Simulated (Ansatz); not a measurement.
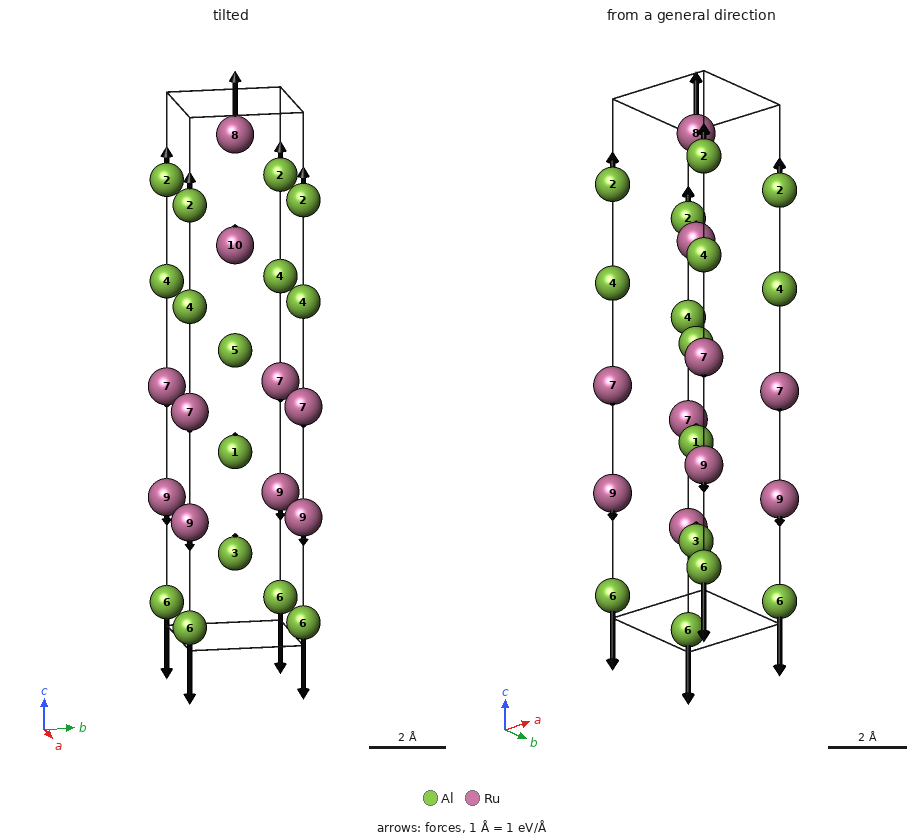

The crystal in a spheres-only representation, seen slightly off an axis and from a general direction. The simulation cell is outlined; an atom on or near a face, edge or corner is repeated at each equivalent position. The arrows are the computed forces on the atoms.

System: Al3Ru2. Setup: DFT PBEsol, scalar-relativistic, plane waves, PAW in Ansatz; a plane-wave cutoff of 420 eV, k-points on a 15×15×4 grid, Gaussian smearing of 0.15 eV, no spin polarisation.

Q: Could this be the end point of a relaxation?

A: No. The atoms still feel forces of up to about 1.7 eV/Å, far above a usual threshold of 0.01 to 0.03 eV/Å.

Q: On which atom is the force largest?

A: Al6, about 1.7 eV/Å.

The structure was taken from a structure listed in the Materials Project. The cell was then strained or its atoms displaced on purpose. It went into a calculation with Ansatz.
